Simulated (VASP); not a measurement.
**Band-structure run, with input and output: SnO2 (part 2 of 3)**

Continued. System: SnO2 (P4₂/mnm, 6 atoms in the cell). Method: Kohn-Sham DFT of a periodic cell, r2SCAN, spin-orbit coupling, VASP PAW PBE potentials, recommended, no spin polarisation (VASP 6.6.1); cutoff 520 eV, 4×4×6 k-mesh, Gaussian smearing of 0.02 eV. The structure derives from an entry of the Crystallography Open Database.

Geometry of the input (Å; fractional positions):
```
4.7380  0.0000  0.0000
0.0000  4.7380  0.0000
0.0000  0.0000  3.1865
Sn 0.5000  0.5000  0.5000
Sn 0.0000  0.0000  0.0000
O  0.8071  0.1929  0.5000
O  0.6929  0.6929  0.0000
O  0.1929  0.8071  0.5000
O  0.3071  0.3071  0.0000
```

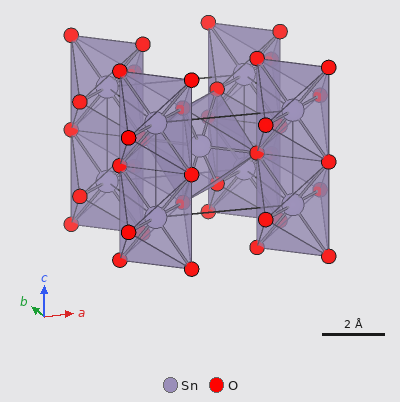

*The structure (polyhedral view of the cell of the calculation, seen slightly off an axis; polyhedra are completed across the faces of the cell).*

**Parts of OUTCAR, continued**
```
 k-point     3 :       0.5000    0.0000    0.0000
  band No.  band energies     occupation
      1     -15.8071      1.00000
      2     -15.8071      1.00000
      3     -15.8071      1.00000
      4     -15.8071      1.00000
      5     -15.3188      1.00000
      6     -15.3188      1.00000
      7     -15.3188      1.00000
      8     -15.3188      1.00000
      9     -14.5861      1.00000
     10     -14.5861      1.00000
     11     -14.5861      1.00000
     12     -14.5861      1.00000
     13     -14.3543      1.00000
     14     -14.3543      1.00000
     15     -14.3543      1.00000
     16     -14.3543      1.00000
     17     -14.1402      1.00000
     18     -14.1402      1.00000
     19     -14.1402      1.00000
     20     -14.1402      1.00000
     21     -13.3320      1.00000
     22     -13.3320      1.00000
     23     -13.3320      1.00000
     24     -13.3320      1.00000
     25     -11.1241      1.00000
     26     -11.1241      1.00000
     27     -11.1241      1.00000
     28     -11.1241      1.00000
     29      -0.7876      1.00000
     30      -0.7876      1.00000
     31      -0.7876      1.00000
     32      -0.7876      1.00000
     33       2.5874      1.00000
     34       2.5874      1.00000
     35       2.5874      1.00000
     36       2.5874      1.00000
     37       2.7736      1.00000
     38       2.7736      1.00000
     39       2.7736      1.00000
     40       2.7736      1.00000
     41       3.7493      1.00000
     42       3.7493      1.00000
     43       3.7493      1.00000
     44       3.7493      1.00000
     45       4.5528      1.00000
     46       4.5528      1.00000
     47       4.5528      1.00000
     48       4.5528      1.00000
     49       5.0743      1.00000
     50       5.0743      1.00000
     51       5.0743      1.00000
     52       5.0743      1.00000
     53      10.8746      0.00000
     54      10.8746      0.00000
     55      10.8746      0.00000
     56      10.8746      0.00000
     57      13.5700      0.00000
     58      13.5700      0.00000
     59      13.5700      0.00000
     60      13.5700      0.00000
     61      17.6894      0.00000
     62      17.6894      0.00000
     63      17.6894      0.00000
     64      17.6894      0.00000

 k-point     4 :       0.2500    0.2500    0.0000
  band No.  band energies     occupation
      1     -16.0165      1.00000
      2     -16.0165      1.00000
      3     -15.6392      1.00000
      4     -15.6392      1.00000
      5     -15.3202      1.00000
      6     -15.3202      1.00000
      7     -15.3055      1.00000
      8     -15.3055      1.00000
      9     -14.6027      1.00000
     10     -14.6027      1.00000
     11     -14.5841      1.00000
     12     -14.5841      1.00000
     13     -14.3575      1.00000
     14     -14.3575      1.00000
     15     -14.3293      1.00000
     16     -14.3293      1.00000
     17     -14.1398      1.00000
     18     -14.1398      1.00000
     19     -14.1289      1.00000
     20     -14.1289      1.00000
     21     -13.5981      1.00000
     22     -13.5981      1.00000
     23     -12.4190      1.00000
     24     -12.4190      1.00000
     25     -12.1828      1.00000
     26     -12.1828      1.00000
     27     -10.7573      1.00000
     28     -10.7573      1.00000
     29      -1.4802      1.00000
     30      -1.4802      1.00000
     31       0.7490      1.00000
     32       0.7490      1.00000
     33       1.6819      1.00000
     34       1.6819      1.00000
     35       2.1590      1.00000
     36       2.1590      1.00000
     37       3.1020      1.00000
     38       3.1020      1.00000
     39       3.1656      1.00000
     40       3.1656      1.00000
     41       3.4619      1.00000
     42       3.4619      1.00000
     43       4.1071      1.00000
     44       4.1071      1.00000
     45       4.4696      1.00000
     46       4.4696      1.00000
     47       4.5542      1.00000
     48       4.5542      1.00000
     49       4.8661      1.00000
     50       4.8661      1.00000
     51       5.2264      1.00000
     52       5.2264      1.00000
     53       9.7353      0.00000
     54       9.7353      0.00000
     55      11.8956      0.00000
     56      11.8956      0.00000
     57      13.4310      0.00000
     58      13.4310      0.00000
     59      13.5778      0.00000
     60      13.5778      0.00000
     61      17.3018      0.00000
     62      17.3018      0.00000
     63      18.0654      0.00000
     64      18.0654      0.00000

 k-point     5 :       0.5000    0.2500    0.0000
  band No.  band energies     occupation
      1     -15.8589      1.00000
      2     -15.8589      1.00000
      3     -15.8589      1.00000
      4     -15.8589      1.00000
      5     -15.3158      1.00000
      6     -15.3158      1.00000
      7     -15.3158      1.00000
      8     -15.3158      1.00000
      9     -14.5990      1.00000
     10     -14.5990      1.00000
     11     -14.5990      1.00000
     12     -14.5990      1.00000
     13     -14.3376      1.00000
     14     -14.3376      1.00000
     15     -14.3376      1.00000
     16     -14.3376      1.00000
     17     -14.1321      1.00000
     18     -14.1321      1.00000
     19     -14.1321      1.00000
     20     -14.1321      1.00000
     21     -13.0396      1.00000
     22     -13.0396      1.00000
     23     -13.0396      1.00000
     24     -13.0396      1.00000
     25     -11.4697      1.00000
     26     -11.4697      1.00000
     27     -11.4697      1.00000
     28     -11.4697      1.00000
     29      -0.3384      1.00000
     30      -0.3384      1.00000
     31      -0.3384      1.00000
     32      -0.3384      1.00000
     33       2.3911      1.00000
     34       2.3911      1.00000
     35       2.3911      1.00000
     36       2.3911      1.00000
     37       2.6357      1.00000
     38       2.6357      1.00000
     39       2.6357      1.00000
     40       2.6357      1.00000
     41       3.7451      1.00000
     42       3.7451      1.00000
     43       3.7451      1.00000
     44       3.7451      1.00000
     45       4.4926      1.00000
     46       4.4926      1.00000
     47       4.4926      1.00000
     48       4.4926      1.00000
     49       4.9242      1.00000
     50       4.9242      1.00000
     51       4.9242      1.00000
     52       4.9242      1.00000
     53      11.0821      0.00000
     54      11.0821      0.00000
     55      11.0821      0.00000
     56      11.0821      0.00000
     57      13.7984      0.00000
     58      13.7984      0.00000
     59      13.7984      0.00000
     60      13.7984      0.00000
     61      17.6226      0.00000
     62      17.6226      0.00000
     63      17.6226      0.00000
     64      17.6226      0.00000

 [... the levels of 18 k-points are left out ...]

 k-point    24 :       0.5000    0.5000    0.5000
  band No.  band energies     occupation
      1     -15.9284      1.00000
      2     -15.9284      1.00000
      3     -15.9284      1.00000
      4     -15.9284      1.00000
      5     -15.4834      1.00000
      6     -15.4834      1.00000
      7     -15.4834      1.00000
      8     -15.4834      1.00000
      9     -14.5915      1.00000
     10     -14.5915      1.00000
     11     -14.5915      1.00000
     12     -14.5915      1.00000
     13     -14.4758      1.00000
     14     -14.4758      1.00000
     15     -14.4758      1.00000
     16     -14.4758      1.00000
     17     -14.1010      1.00000
     18     -14.1010      1.00000
     19     -14.1010      1.00000
     20     -14.1010      1.00000
     21     -12.1707      1.00000
     22     -12.1707      1.00000
     23     -12.1707      1.00000
     24     -12.1707      1.00000
     25     -10.7065      1.00000
     26     -10.7065      1.00000
     27     -10.7065      1.00000
     28     -10.7065      1.00000
     29      -2.2141      1.00000
     30      -2.2141      1.00000
     31      -2.2141      1.00000
     32      -2.2141      1.00000
     33       0.6598      1.00000
     34       0.6598      1.00000
     35       0.6598      1.00000
     36       0.6598      1.00000
     37       3.2081      1.00000
     38       3.2081      1.00000
     39       3.2081      1.00000
     40       3.2081      1.00000
     41       3.3363      1.00000
     42       3.3363      1.00000
     43       3.3364      1.00000
     44       3.3364      1.00000
     45       4.7267      1.00000
     46       4.7267      1.00000
     47       4.7267      1.00000
     48       4.7267      1.00000
     49       4.8429      1.00000
     50       4.8429      1.00000
     51       4.8429      1.00000
     52       4.8429      1.00000
     53      11.4595      0.00000
     54      11.4595      0.00000
     55      11.4595      0.00000
     56      11.4595      0.00000
     57      15.3848      0.00000
     58      15.3848      0.00000
     59      15.3848      0.00000
     60      15.3848      0.00000
     61      17.7135      0.00000
     62      17.7135      0.00000
     63      17.7135      0.00000
     64      17.7135      0.00000
 [bands above 64 left out]

------------------------ aborting loop because EDIFF is reached ----------------------------------------

  FORCE on cell =-STRESS in cart. coord.  units (eV):
  Direction    XX          YY          ZZ          XY          YZ          ZX
  --------------------------------------------------------------------------------------
  -------------------------------------------------------------------------------------
  Total        1.7169130      1.7169130      2.5268148      0.0000000      0.0000000      0.0000000
  in kB       38.4551780     38.4551780     56.5952459      0.0000000      0.0000000      0.0000000
  external PRESSURE =      44.5018673 kB  Pullay stress =       0.0000000 kB

 VOLUME and BASIS-vectors are now :
 -----------------------------------------------------------------------------
  energy-cutoff  :      520.00
  volume of cell :       71.53
      direct lattice vectors                 reciprocal lattice vectors
     4.738000000  0.000000000  0.000000000     0.211059519  0.000000000  0.000000000
     0.000000000  4.738000000  0.000000000     0.000000000  0.211059519  0.000000000
     0.000000000  0.000000000  3.186500000     0.000000000  0.000000000  0.313823945

 POSITION                                       TOTAL-FORCE (eV/Angst)
 -----------------------------------------------------------------------------------
      2.36900      2.36900      1.59325         0.000000      0.000000      0.000000
      0.00000      0.00000      0.00000         0.000000      0.000000      0.000000
      3.82404      0.91396      1.59325        -0.194577      0.194577     -0.000000
      3.28296      3.28296      0.00000         0.194577      0.194577      0.000000
      0.91396      3.82404      1.59325         0.194577     -0.194577      0.000000
      1.45504      1.45504      0.00000        -0.194577     -0.194577      0.000000
 -----------------------------------------------------------------------------------
    total drift:                               -0.000000      0.000000      0.000000

  FREE ENERGIE OF THE ION-ELECTRON SYSTEM (eV)
  ---------------------------------------------------
  free  energy   TOTEN  =       -84.6732938468 eV

  energy  without entropy=      -84.6732938468  energy(sigma->0) =      -84.67329385

 Spin-Orbit-Coupling matrix elements

 Ion:    1  E_soc:     -0.0680935
 l=   1
     0.0000000    -0.0058879    -0.0057728
    -0.0058879     0.0000000    -0.0058879
    -0.0057728    -0.0058879     0.0000000
 l=   2
     0.0000000    -0.0010769     0.0000000    -0.0010769    -0.0044268
    -0.0010769     0.0000000    -0.0032987    -0.0010892    -0.0011154
     0.0000000    -0.0032987     0.0000000    -0.0032987     0.0000000
    -0.0010769    -0.0010892    -0.0032987     0.0000000    -0.0011154
    -0.0044268    -0.0011154     0.0000000    -0.0011154     0.0000000
 l=   3
     0.0000000     0.0000000     0.0000000     0.0000000     0.0000000     0.0000000     0.0000000
     0.0000000     0.0000000     0.0000000     0.0000000     0.0000000     0.0000000     0.0000000
     0.0000000     0.0000000     0.0000000     0.0000000     0.0000000     0.0000000     0.0000000
     0.0000000     0.0000000     0.0000000     0.0000000     0.0000000     0.0000000     0.0000000
     0.0000000     0.0000000     0.0000000     0.0000000     0.0000000     0.0000000     0.0000000
     0.0000000     0.0000000     0.0000000     0.0000000     0.0000000     0.0000000     0.0000000
     0.0000000     0.0000000     0.0000000     0.0000000     0.0000000     0.0000000     0.0000000

 Ion:    2  E_soc:     -0.0680935
 l=   1
     0.0000000    -0.0058879    -0.0057728
    -0.0058879     0.0000000    -0.0058879
    -0.0057728    -0.0058879     0.0000000
 l=   2
     0.0000000    -0.0010769     0.0000000    -0.0010769    -0.0044268
    -0.0010769     0.0000000    -0.0032987    -0.0010892    -0.0011154
     0.0000000    -0.0032987     0.0000000    -0.0032987     0.0000000
    -0.0010769    -0.0010892    -0.0032987     0.0000000    -0.0011154
    -0.0044268    -0.0011154     0.0000000    -0.0011154     0.0000000
 l=   3
     0.0000000     0.0000000     0.0000000     0.0000000     0.0000000     0.0000000     0.0000000
     0.0000000     0.0000000     0.0000000     0.0000000     0.0000000     0.0000000     0.0000000
     0.0000000     0.0000000     0.0000000     0.0000000     0.0000000     0.0000000     0.0000000
     0.0000000     0.0000000     0.0000000     0.0000000     0.0000000     0.0000000     0.0000000
     0.0000000     0.0000000     0.0000000     0.0000000     0.0000000     0.0000000     0.0000000
     0.0000000     0.0000000     0.0000000     0.0000000     0.0000000     0.0000000     0.0000000
     0.0000000     0.0000000     0.0000000     0.0000000     0.0000000     0.0000000     0.0000000

 Ion:    3  E_soc:     -0.0003172
 l=   1
     0.0000000    -0.0000521    -0.0000544
    -0.0000521     0.0000000    -0.0000521
    -0.0000544    -0.0000521     0.0000000
 l=   2
     0.0000000     0.0000000     0.0000000     0.0000000     0.0000000
     0.0000000     0.0000000     0.0000000     0.0000000     0.0000000
     0.0000000     0.0000000     0.0000000     0.0000000     0.0000000
     0.0000000     0.0000000     0.0000000     0.0000000     0.0000000
     0.0000000     0.0000000     0.0000000     0.0000000     0.0000000
 l=   3
     0.0000000     0.0000000     0.0000000     0.0000000     0.0000000     0.0000000     0.0000000
     0.0000000     0.0000000     0.0000000     0.0000000     0.0000000     0.0000000     0.0000000
     0.0000000     0.0000000     0.0000000     0.0000000     0.0000000     0.0000000     0.0000000
     0.0000000     0.0000000     0.0000000     0.0000000     0.0000000     0.0000000     0.0000000
     0.0000000     0.0000000     0.0000000     0.0000000     0.0000000     0.0000000     0.0000000
     0.0000000     0.0000000     0.0000000     0.0000000     0.0000000     0.0000000     0.0000000
     0.0000000     0.0000000     0.0000000     0.0000000     0.0000000     0.0000000     0.0000000

 Ion:    4  E_soc:     -0.0003172
 l=   1
     0.0000000    -0.0000521    -0.0000544
    -0.0000521     0.0000000    -0.0000521
    -0.0000544    -0.0000521     0.0000000
 l=   2
     0.0000000     0.0000000     0.0000000     0.0000000     0.0000000
     0.0000000     0.0000000     0.0000000     0.0000000     0.0000000
     0.0000000     0.0000000     0.0000000     0.0000000     0.0000000
     0.0000000     0.0000000     0.0000000     0.0000000     0.0000000
     0.0000000     0.0000000     0.0000000     0.0000000     0.0000000
 l=   3
     0.0000000     0.0000000     0.0000000     0.0000000     0.0000000     0.0000000     0.0000000
     0.0000000     0.0000000     0.0000000     0.0000000     0.0000000     0.0000000     0.0000000
     0.0000000     0.0000000     0.0000000     0.0000000     0.0000000     0.0000000     0.0000000
     0.0000000     0.0000000     0.0000000     0.0000000     0.0000000     0.0000000     0.0000000
     0.0000000     0.0000000     0.0000000     0.0000000     0.0000000     0.0000000     0.0000000
     0.0000000     0.0000000     0.0000000     0.0000000     0.0000000     0.0000000     0.0000000
     0.0000000     0.0000000     0.0000000     0.0000000     0.0000000     0.0000000     0.0000000

 Ion:    5  E_soc:     -0.0003172
 l=   1
     0.0000000    -0.0000521    -0.0000544
    -0.0000521     0.0000000    -0.0000521
    -0.0000544    -0.0000521     0.0000000
 l=   2
     0.0000000     0.0000000     0.0000000     0.0000000     0.0000000
     0.0000000     0.0000000     0.0000000     0.0000000     0.0000000
     0.0000000     0.0000000     0.0000000     0.0000000     0.0000000
     0.0000000     0.0000000     0.0000000     0.0000000     0.0000000
     0.0000000     0.0000000     0.0000000     0.0000000     0.0000000
 l=   3
     0.0000000     0.0000000     0.0000000     0.0000000     0.0000000     0.0000000     0.0000000
     0.0000000     0.0000000     0.0000000     0.0000000     0.0000000     0.0000000     0.0000000
     0.0000000     0.0000000     0.0000000     0.0000000     0.0000000     0.0000000     0.0000000
     0.0000000     0.0000000     0.0000000     0.0000000     0.0000000     0.0000000     0.0000000
     0.0000000     0.0000000     0.0000000     0.0000000     0.0000000     0.0000000     0.0000000
     0.0000000     0.0000000     0.0000000     0.0000000     0.0000000     0.0000000     0.0000000
     0.0000000     0.0000000     0.0000000     0.0000000     0.0000000     0.0000000     0.0000000

 Ion:    6  E_soc:     -0.0003172
 l=   1
     0.0000000    -0.0000521    -0.0000544
    -0.0000521     0.0000000    -0.0000521
    -0.0000544    -0.0000521     0.0000000
 l=   2
     0.0000000     0.0000000     0.0000000     0.0000000     0.0000000
     0.0000000     0.0000000     0.0000000     0.0000000     0.0000000
     0.0000000     0.0000000     0.0000000     0.0000000     0.0000000
     0.0000000     0.0000000     0.0000000     0.0000000     0.0000000
     0.0000000     0.0000000     0.0000000     0.0000000     0.0000000
 l=   3
     0.0000000     0.0000000     0.0000000     0.0000000     0.0000000     0.0000000     0.0000000
     0.0000000     0.0000000     0.0000000     0.0000000     0.0000000     0.0000000     0.0000000
     0.0000000     0.0000000     0.0000000     0.0000000     0.0000000     0.0000000     0.0000000
     0.0000000     0.0000000     0.0000000     0.0000000     0.0000000     0.0000000     0.0000000
     0.0000000     0.0000000     0.0000000     0.0000000     0.0000000     0.0000000     0.0000000
     0.0000000     0.0000000     0.0000000     0.0000000     0.0000000     0.0000000     0.0000000
     0.0000000     0.0000000     0.0000000     0.0000000     0.0000000     0.0000000     0.0000000

 total charge

# of ion       s       p       d       tot
------------------------------------------
    1        0.833   1.127  10.397  12.357
    2        0.833   1.127  10.397  12.357
    3        1.563   3.550   0.000   5.112
    4        1.563   3.550   0.000   5.112
    5        1.563   3.550   0.000   5.112
    6        1.563   3.550   0.000   5.112
--------------------------------------------------
tot          7.918  16.452  20.795  45.164

 magnetization (x)

# of ion       s       p       d       tot
------------------------------------------
    1        0.000   0.000   0.000   0.000
    2        0.000   0.000   0.000   0.000
    3        0.000   0.000   0.000   0.000
    4        0.000   0.000   0.000   0.000
    5        0.000   0.000   0.000   0.000
    6        0.000   0.000   0.000   0.000
--------------------------------------------------
tot          0.000   0.000   0.000   0.000

 magnetization (y)

# of ion       s       p       d       tot
------------------------------------------
    1        0.000   0.000   0.000   0.000
    2        0.000   0.000   0.000   0.000
    3        0.000   0.000   0.000   0.000
    4        0.000   0.000   0.000   0.000
    5        0.000   0.000   0.000   0.000
    6        0.000   0.000   0.000   0.000
--------------------------------------------------
tot          0.000   0.000   0.000   0.000

 magnetization (z)

# of ion       s       p       d       tot
------------------------------------------
    1       -0.000  -0.000   0.000  -0.000
    2       -0.000  -0.000   0.000  -0.000
    3        0.000   0.000   0.000   0.000
    4        0.000   0.000   0.000   0.000
    5        0.000   0.000   0.000   0.000
    6        0.000   0.000   0.000   0.000
--------------------------------------------------
tot         -0.000  -0.000   0.000  -0.000
```
